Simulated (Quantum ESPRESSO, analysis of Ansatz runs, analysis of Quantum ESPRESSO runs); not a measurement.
# Local vibrational mode of the vacancy with two H in Ge (PBE) (Quantum ESPRESSO), part 2 of 2

Subject: vacancy with two H in Ge. Wanted: its local vibrational mode, in one set-up (PBE, GBRV 1.5 PBE, 32-site cell, PBE lattice, k: the single point 1/4 1/4 1/4, the defect atoms alone displaced). The model is a cell of 32 host atoms with 1 Ge taken out and 2 H put in. The frequencies come from the force constants of the defect atoms alone, with every neighbour held at rest.

Quantum ESPRESSO 7.5; PBE, GBRV 1.5 PBE, 32-site cell, PBE lattice, k: the single point 1/4 1/4 1/4, the defect atoms alone displaced.

So far: Set-up; Relaxation, charge 0.

## (2) Relaxation, charge 0 (continued)

Level of this step: Quantum ESPRESSO plane-wave DFT, PBE, GBRV 1.5 PBE potentials; relaxation of all atoms of a defect supercell (Quantum ESPRESSO).

Relaxation path (22 of 29):

| step | energy less that of the first step (eV) |
| --- | --- |
| 0 | 0.0000 |
| 1 | -0.0596 |
| 3 | -0.1497 |
| 4 | -0.1878 |
| 5 | -0.2176 |
| 7 | -0.2752 |
| 8 | -0.2898 |
| 9 | -0.2945 |
| 11 | -0.3021 |
| 12 | -0.3050 |
| 13 | -0.3065 |
| 15 | -0.3086 |
| 16 | -0.3095 |
| 17 | -0.3102 |
| 19 | -0.3111 |
| 20 | -0.3114 |
| 21 | -0.3115 |
| 23 | -0.3118 |
| 24 | -0.3120 |
| 25 | -0.3121 |
| 27 | -0.3123 |
| 28 | -0.3124 |

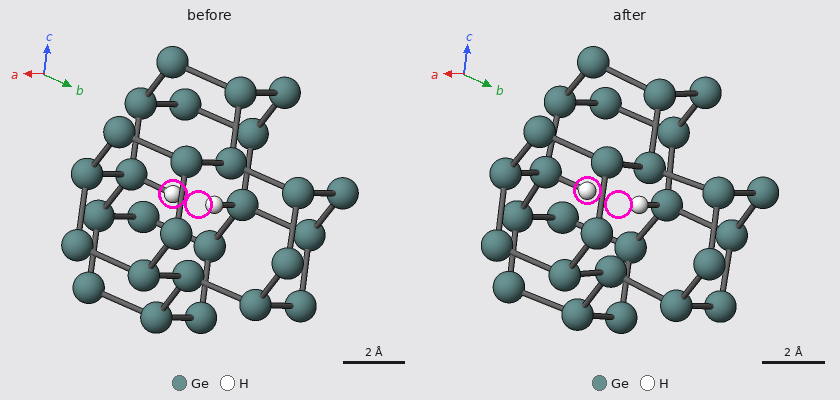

Before and after: the atoms that start within 5 Å of the centre. H33, which moves most, is ringed if it is among them. A ring with no atom in it marks the empty centre.

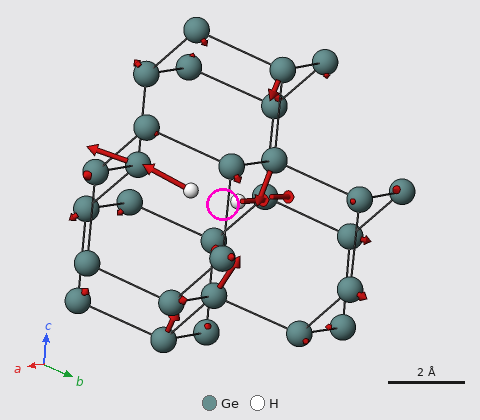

Displacements in the relaxation near the centre, exaggerated; the longest in the cell stands for 0.22 Å. A ring marks the centre wherever it is empty.

The atoms that moved most (Å):

| atom | dx | dy | dz | length |
| --- | --- | --- | --- | --- |
| H33 | -0.118 | 0.145 | -0.113 | 0.219 |
| H32 | 0.140 | -0.130 | -0.094 | 0.213 |
| Ge25 | -0.128 | 0.106 | -0.107 | 0.197 |
| Ge26 | 0.135 | 0.123 | 0.039 | 0.187 |
| Ge22 | 0.115 | -0.117 | -0.080 | 0.183 |
| Ge31 | -0.130 | -0.107 | 0.043 | 0.174 |
| Ge6 | 0.080 | 0.099 | 0.024 | 0.129 |
| Ge15 | -0.079 | -0.066 | 0.018 | 0.104 |

The relaxed structure:

```
CELL_PARAMETERS angstrom
-5.75521 5.75521 5.75521
5.75521 -5.75521 5.75521
5.75521 5.75521 -5.75521
ATOMIC_POSITIONS crystal
Ge 0.00067 0.00083 0.50027
Ge 0.99453 0.24767 0.24669
Ge 0.00119 0.50140 0.00027
Ge 0.00147 0.75350 0.74981
Ge 0.24747 0.99479 0.24672
Ge 0.25939 0.25969 0.01415
Ge 0.24812 0.50130 0.75387
Ge 0.25072 0.75449 0.50033
Ge 0.50120 0.00148 0.00022
Ge 0.50110 0.24843 0.75385
Ge 0.50379 0.75258 0.25084
Ge 0.75330 0.00172 0.74983
Ge 0.75433 0.25090 0.50032
Ge 0.75238 0.50404 0.25087
Ge 0.74564 0.74589 0.98610
Ge 0.99938 0.99964 0.24716
Ge 0.00376 0.25400 0.00279
Ge 0.00016 0.50291 0.75181
Ge 0.00373 0.75313 0.50043
Ge 0.25374 0.00400 0.00280
Ge 0.25249 0.25274 0.75324
Ge 0.23139 0.50147 0.50023
Ge 0.25102 0.74890 0.24879
Ge 0.50270 0.00046 0.75179
Ge 0.50136 0.23164 0.50024
Ge 0.51428 0.51453 0.27044
Ge 0.50143 0.75152 0.99766
Ge 0.75296 0.00390 0.50046
Ge 0.74863 0.25129 0.24879
Ge 0.75126 0.50161 0.99767
Ge 0.74270 0.74300 0.72858
H 0.38591 0.50183 0.50013
H 0.50189 0.38615 0.49992
```

The atoms nearest to the centre after the run:

| atom | distance (Å) |
| --- | --- |
| H33 | 1.141 |
| H32 | 1.144 |
| Ge31 | 2.377 |
| Ge26 | 2.388 |
| Ge25 | 2.680 |
| Ge22 | 2.683 |
| Ge6 | 3.955 |
| Ge15 | 3.957 |

Neighbours of the added atoms: H32: Ge22 1.54, H33 1.89, Ge31 2.98 Å; H33: Ge25 1.54, H32 1.89, Ge31 2.98 Å.

## (3) Atom H32 moved by 0.015 A along x

Force constants come from the forces after small displacements. One such run is shown.

This step: Quantum ESPRESSO plane-wave DFT, PBE, GBRV 1.5 PBE potentials; single point of a defect supercell.

pw.in reads:

```
&CONTROL
  calculation = 'scf'
  prefix = 'pwscf'
  outdir = './tmp'
  pseudo_dir = './pseudo'
  tprnfor = .true.
  disk_io = 'low'
/
&SYSTEM
  ibrav = 0
  nat = 33
  ntyp = 2
  ecutwfc = 45
  ecutrho = 360
  nbnd = 222
  occupations = 'smearing'
  smearing = 'fd'
  degauss = 0.00073499
  nosym = .true.
/
&ELECTRONS
  conv_thr = 1d-10
  electron_maxstep = 100
  mixing_beta = 0.5
/
ATOMIC_SPECIES
Ge    72.6300 ge_pbe_v1.4.uspp.F.UPF
H      1.0080 h_pbe_v1.4.uspp.F.UPF
CELL_PARAMETERS angstrom
  -5.7552132298    5.7552132298    5.7552132298
   5.7552132298   -5.7552132298    5.7552132298
   5.7552132298    5.7552132298   -5.7552132298
ATOMIC_POSITIONS crystal
Ge     0.0006696158    0.0008276689    0.5002696330
Ge    -0.0054737011    0.2476706259    0.2466853547
[... 1 atom line left out ...]
Ge     0.0014652452    0.7534984686    0.7498079836
[... 1 atom line left out ...]
Ge     0.2593883368    0.2596895176    0.0141477724
[... 4 atom lines left out ...]
Ge     0.5037926991    0.7525847487    0.2508436261
Ge     0.7532953906    0.0017183359    0.7498325205
[... 1 atom line left out ...]
Ge     0.7523762121    0.5040353530    0.2508727546
Ge     0.7456444159    0.7458898352   -0.0139045211
[... 6 atom lines left out ...]
Ge     0.2313885454    0.5014665913    0.5002267973
[... 2 atom lines left out ...]
Ge     0.5013644550    0.2316441489    0.5002379700
Ge     0.5142756863    0.5145300458    0.2704408039
[... 4 atom lines left out ...]
Ge     0.7427007971    0.7429989985    0.7285751723
H      0.3859083778    0.5031285473    0.5014317871
H      0.5018859314    0.3861511530    0.4999229264
K_POINTS crystal
1
0.25 0.25 0.25 1.0
```

The run is started by

```console
> OMP_NUM_THREADS=1 pw.x -in pw.in > pw.out
```

The log of the run:

```text
[banner, memory and clock lines left out]
          URL

     G-vector sticks info

     bravais-lattice index     =            0
     lattice parameter (alat)  =      18.8374  a.u.
     unit-cell volume          =    5145.6572 (a.u.)^3
     number of atoms/cell      =           33
     number of atomic types    =            2
     number of electrons       =       436.00
     number of Kohn-Sham states=          222
     kinetic-energy cutoff     =      45.0000  Ry
     charge density cutoff     =     360.0000  Ry
     scf convergence threshold =      1.0E-10
     mixing beta               =       0.5000
     number of iterations used =            8  plain     mixing
     Exchange-correlation=  SLA  PW   PBX  PBC
                           (   1   4   3   4   0   0   0)

     celldm(1)=  18.837398  celldm(2)=   0.000000  celldm(3)=   0.000000
     celldm(4)=   0.000000  celldm(5)=   0.000000  celldm(6)=   0.000000

     crystal axes: (cart. coord. in units of alat)
               a(1) = (  -0.577350   0.577350   0.577350 )
               a(2) = (   0.577350  -0.577350   0.577350 )
               a(3) = (   0.577350   0.577350  -0.577350 )

     reciprocal axes: (cart. coord. in units 2 pi/alat)
               b(1) = ( -0.000000  0.866025  0.866025 )
               b(2) = (  0.866025 -0.000000  0.866025 )
               b(3) = (  0.866025  0.866025  0.000000 )

     PseudoPot. # 1 for Ge read from file:
     ge_pbe_v1.4.uspp.F.UPF
     Pseudo is Ultrasoft + core correction, Zval = 14.0
     Generated by new atomic code, or converted to UPF format
     Using radial grid of  873 points,  6 beta functions with:
                l(1) =   0
                l(2) =   0
                l(3) =   1
                l(4) =   1
                l(5) =   2
                l(6) =   2
     Q(r) pseudized with  8 coefficients,  rinner =    1.400   1.400   1.400
                                                       1.400   1.400

     PseudoPot. # 2 for H  read from file:
     h_pbe_v1.4.uspp.F.UPF
     Pseudo is Ultrasoft, Zval =  1.0
     Generated by new atomic code, or converted to UPF format
     Using radial grid of  615 points,  2 beta functions with:
                l(1) =   0
                l(2) =   0
     Q(r) pseudized with  8 coefficients,  rinner =    0.700

     atomic species   valence    mass     pseudopotential
     Ge               14.00    72.63000     Ge( 1.00)
     H                 1.00     1.00800     H ( 1.00)

     No symmetry found

   Cartesian axes

     site n.     atom                  positions (alat units)
         1        Ge     tau(   1) = (   0.2889221   0.2887396  -0.2879663  )
         2        Ge     tau(   2) = (   0.2885768  -0.0037291  -0.0025914  )
         3        Ge     tau(   3) = (   0.2889579  -0.2886444   0.2900143  )
         4        Ge     tau(   4) = (   0.8670884  -0.0012847   0.0029767  )
         5        Ge     tau(   5) = (  -0.0034365   0.2883291  -0.0025764  )
         6        Ge     tau(   6) = (   0.0083421   0.0079943   0.2915215  )
         7        Ge     tau(   7) = (   0.5814234   0.2890758  -0.0025716  )
         8        Ge     tau(   8) = (   0.5797214  -0.0019865   0.2914938  )
         9        Ge     tau(   9) = (  -0.2883855   0.2886407   0.2900902  )
        10        Ge     tau(  10) = (   0.2893575   0.5811164  -0.0024957  )
[...]
27        Ge     tau(  27) = (   0.1430358  -0.1457432   0.7247437  )
        28        Ge     tau(  28) = (  -0.1435315   0.7214124   0.1480298  )
        29        Ge     tau(  29) = (  -0.1435077   0.4307811   0.4336680  )
        30        Ge     tau(  30) = (  -0.1454783   0.1427896   0.7246931  )
        31        Ge     tau(  31) = (   0.4208152   0.4204709   0.4371261  )
        32        H      tau(  32) = (   0.3571789   0.2218247   0.2237839  )
        33        H      tau(  33) = (   0.2218111   0.3554501   0.2240778  )

     number of k points=     1  Fermi-Dirac smearing, width (Ry)=  0.0007
                       cart. coord. in units 2pi/alat
        k(    1) = (   0.4330127   0.4330127   0.4330127), wk =   2.0000000

     Dense  grid:   593593 G-vectors     FFT dimensions: ( 120, 120, 120)

     Smooth grid:   209883 G-vectors     FFT dimensions: (  81,  81,  81)

     Initial potential from superposition of free atoms

     starting charge     435.9729, renormalised to     436.0000
     Starting wfcs are  281 randomized atomic wfcs

     Self-consistent Calculation

     iteration #  1     ecut=    45.00 Ry     beta= 0.50
     Davidson diagonalization with overlap
     ethr =  1.00E-02,  avg # of iterations =  2.0

     Threshold (ethr) on eigenvalues was too large:
     Diagonalizing with lowered threshold

     Davidson diagonalization with overlap
     ethr =  1.40E-04,  avg # of iterations =  2.0

     total energy              =   -6625.11894541 Ry
     estimated scf accuracy    <       0.65057778 Ry

     iteration #  2     ecut=    45.00 Ry     beta= 0.50
     Davidson diagonalization with overlap
     ethr =  1.49E-04,  avg # of iterations =  2.0

     total energy              =   -6625.12300632 Ry
     estimated scf accuracy    <       0.12091405 Ry

     iteration #  3     ecut=    45.00 Ry     beta= 0.50
     Davidson diagonalization with overlap
     ethr =  2.77E-05,  avg # of iterations =  3.0

     total energy              =   -6625.12639589 Ry
     estimated scf accuracy    <       0.01640806 Ry

     iteration #  4     ecut=    45.00 Ry     beta= 0.50
     Davidson diagonalization with overlap
     ethr =  3.76E-06,  avg # of iterations =  6.0

     total energy              =   -6625.12876581 Ry
     estimated scf accuracy    <       0.01071713 Ry

     iteration #  5     ecut=    45.00 Ry     beta= 0.50
     Davidson diagonalization with overlap
     ethr =  2.46E-06,  avg # of iterations =  3.0

     total energy              =   -6625.13029629 Ry
     estimated scf accuracy    <       0.00359625 Ry

     iteration #  6     ecut=    45.00 Ry     beta= 0.50
     Davidson diagonalization with overlap
     ethr =  8.25E-07,  avg # of iterations =  3.0

     total energy              =   -6625.13082732 Ry
     estimated scf accuracy    <       0.00020790 Ry

     iteration #  7     ecut=    45.00 Ry     beta= 0.50
     Davidson diagonalization with overlap
     ethr =  4.77E-08,  avg # of iterations =  4.0

     total energy              =   -6625.13085802 Ry
     estimated scf accuracy    <       0.00004066 Ry

     iteration #  8     ecut=    45.00 Ry     beta= 0.50
     Davidson diagonalization with overlap
     ethr =  9.33E-09,  avg # of iterations =  4.0

     total energy              =   -6625.13086822 Ry
     estimated scf accuracy    <       0.00000802 Ry

     iteration #  9     ecut=    45.00 Ry     beta= 0.50
     Davidson diagonalization with overlap
     ethr =  1.84E-09,  avg # of iterations =  5.0

     total energy              =   -6625.13087013 Ry
     estimated scf accuracy    <       0.00000157 Ry

     iteration # 10     ecut=    45.00 Ry     beta= 0.50
     Davidson diagonalization with overlap
     ethr =  3.59E-10,  avg # of iterations =  5.0

     total energy              =   -6625.13087053 Ry
     estimated scf accuracy    <       0.00000027 Ry

     iteration # 11     ecut=    45.00 Ry     beta= 0.50
     Davidson diagonalization with overlap
     ethr =  6.25E-11,  avg # of iterations =  5.0

     total energy              =   -6625.13087065 Ry
     estimated scf accuracy    <       0.00000006 Ry

     iteration # 12     ecut=    45.00 Ry     beta= 0.50
     Davidson diagonalization with overlap
     ethr =  1.37E-11,  avg # of iterations =  4.0

     total energy              =   -6625.13087067 Ry
     estimated scf accuracy    <          7.8E-09 Ry

     iteration # 13     ecut=    45.00 Ry     beta= 0.50
     Davidson diagonalization with overlap
     ethr =  1.78E-12,  avg # of iterations =  4.0

     total energy              =   -6625.13087067 Ry
     estimated scf accuracy    <          2.8E-09 Ry

     iteration # 14     ecut=    45.00 Ry     beta= 0.50
     Davidson diagonalization with overlap
     ethr =  6.38E-13,  avg # of iterations =  4.0

     total energy              =   -6625.13087067 Ry
     estimated scf accuracy    <          4.4E-10 Ry

     iteration # 15     ecut=    45.00 Ry     beta= 0.50
     Davidson diagonalization with overlap
     ethr =  1.02E-13,  avg # of iterations =  3.0

     total energy              =   -6625.13087067 Ry
     estimated scf accuracy    <          1.1E-10 Ry

     iteration # 16     ecut=    45.00 Ry     beta= 0.50
     Davidson diagonalization with overlap
     ethr =  1.00E-13,  avg # of iterations =  2.0

     End of self-consistent calculation

          k = 0.4330 0.4330 0.4330 ( 26284 PWs)   bands (ev):

   -17.3153 -17.3114 -17.3001 -17.2982 -17.2959 -17.2904 -17.2826 -17.2805
   -17.2794 -17.2778 -17.2666 -17.2635 -17.2617 -17.2583 -17.2569 -17.2560
   -17.2529 -17.2492 -17.2473 -17.2407 -17.2392 -17.2388 -17.2360 -17.2347
   -17.2327 -17.2302 -17.2287 -17.2257 -17.2244 -17.2230 -17.2186 -17.2160
   -17.2156 -17.2109 -17.2096 -17.2080 -17.2058 -17.2021 -17.1969 -17.1968
   -17.1953 -17.1919 -17.1863 -17.1843 -17.1816 -17.1807 -17.1786 -17.1772
   -17.1724 -17.1666 -17.1631 -17.1585 -17.1574 -17.1552 -17.1539 -17.1483
   -17.1456 -17.1417 -17.1402 -17.1374 -17.1351 -17.1328 -17.1310 -17.1292
   -17.1283 -17.1275 -17.1208 -17.1174 -17.1173 -17.1157 -17.1149 -17.1126
   -17.1101 -17.1078 -17.1057 -17.1019 -17.1016 -17.0993 -17.0991 -17.0973
[...]
0.2691   0.2710   0.2927   0.2977   0.3113   0.5516   1.7167   2.7768
     2.8598   2.9277   3.3769   3.7839   3.9443   3.9617   3.9805   3.9832
     3.9999   4.0236   4.0581   4.0659   4.1349   4.3822   4.5211   5.0276
     5.1671   5.2102   5.2283   5.2492   5.2522   5.2634   5.2653   5.2907
     5.3142   5.8054   5.9204   6.4700   6.6319   6.6524   6.6850   6.6911
     6.7108   7.0424   7.5420   8.0651   8.0947   8.1636

     the Fermi energy is     7.2856 ev

!    total energy              =   -6625.13087067 Ry
     estimated scf accuracy    <          7.1E-11 Ry
     smearing contrib. (-TS)   =      -0.00000000 Ry
     internal energy E=F+TS    =   -6625.13087067 Ry

     The total energy is F=E-TS. E is the sum of the following terms:
     one-electron contribution =   -4503.82363994 Ry
     hartree contribution      =    2641.78031309 Ry
     xc contribution           =   -1808.41714664 Ry
     ewald contribution        =   -2954.67039717 Ry

     convergence has been achieved in  16 iterations

     Forces acting on atoms (cartesian axes, Ry/au):

     atom    1 type  1   force =     0.00003049   -0.00012769    0.00032995
     atom    2 type  1   force =    -0.00005448    0.00008875    0.00016057
     atom    3 type  1   force =     0.00004187   -0.00006213    0.00011792
     atom    4 type  1   force =     0.00003795   -0.00012299   -0.00009559
     atom    5 type  1   force =     0.00004539    0.00001490    0.00003479
     atom    6 type  1   force =    -0.00022301    0.00008607    0.00003345
     atom    7 type  1   force =     0.00014521   -0.00025802    0.00002991
     atom    8 type  1   force =     0.00008094   -0.00004887   -0.00009981
     atom    9 type  1   force =    -0.00002120    0.00006627   -0.00006565
     atom   10 type  1   force =    -0.00002657   -0.00000167   -0.00004238
[...]
atom   29 type  1   force =    -0.00009618    0.00010464   -0.00014463
     atom   30 type  1   force =    -0.00004638   -0.00035362    0.00015116
     atom   31 type  1   force =     0.00001703    0.00030308    0.00017948
     atom   32 type  2   force =    -0.00348826    0.00295234    0.00260905
     atom   33 type  2   force =     0.00010429   -0.00007221   -0.00031021

     Total force =     0.007530     Total SCF correction =     0.000045
```

Wall time 10 min (1 thread of Arm Neoverse V2, shared host); peak memory 3 GiB.

At this level the gap is 0.50 eV on the k-mesh of the self-consistent run, which can miss the band edges.

## (4) Local vibrational modes

Analysis of the runs above: force constants by central differences of Quantum ESPRESSO plane-wave DFT, PBE, GBRV 1.5 PBE potentials forces among the atoms nearest to a defect, the others at rest.

The modes with the largest weight on the probed atoms (the light atom of a pair), for the masses of each isotope. Modes of the displaced atoms (local only where they lie over the host's phonons):

| isotopes | mode (cm⁻¹) | share of the defect atoms |
| --- | --- | --- |
| H | 2041 | 1 |
| H | 2038 | 1 |
| H | 528 | 1 |
| H | 527.3 | 1 |
| H | 509.7 | 1 |
| H | 499.4 | 1 |
| D | 1444 | 1 |
| D | 1441 | 1 |
| D | 373.5 | 1 |
| D | 373 | 1 |
| D | 360.5 | 1 |
| D | 353.3 | 1 |

## (5) Summary of results

| Quantity | Value |
| --- | --- |
| distance from the defect atom to its nearest neighbour | 1.539 Å |
| upper Ge-H stretch | 2041 cm⁻¹ |
| lower Ge-H stretch | 2038 cm⁻¹ |

What this shows: Upper Ge-H stretch: computed 2041 cm⁻¹, measured 1992.6 cm⁻¹; 48 cm⁻¹ (2 %) above the measurement. Lower Ge-H stretch: computed 2038 cm⁻¹, measured 1979.5 cm⁻¹; 58 cm⁻¹ (3 %) above the measurement. The computed value is harmonic, while the measured line is the anharmonic fundamental, which for X–H stretches usually lies a few per cent lower. With its neighbours held rigid the defect atom loses their recoil, which lowers a mode in which they move against it.

[Logs are printed without paths, hosts, clocks, repeated set-up lines and the standing remarks that a program may print on its own settings, such as how far it seeks lower states.]

[Hosts, paths, dates, database ids (printed as entryN), source tags and the programs' standing remarks are cut or masked in the printed files.]

[For some hosts the program warned that the k-mesh of the response run may be too coarse for force constants and the static dielectric constant; such warnings are not shown here.]
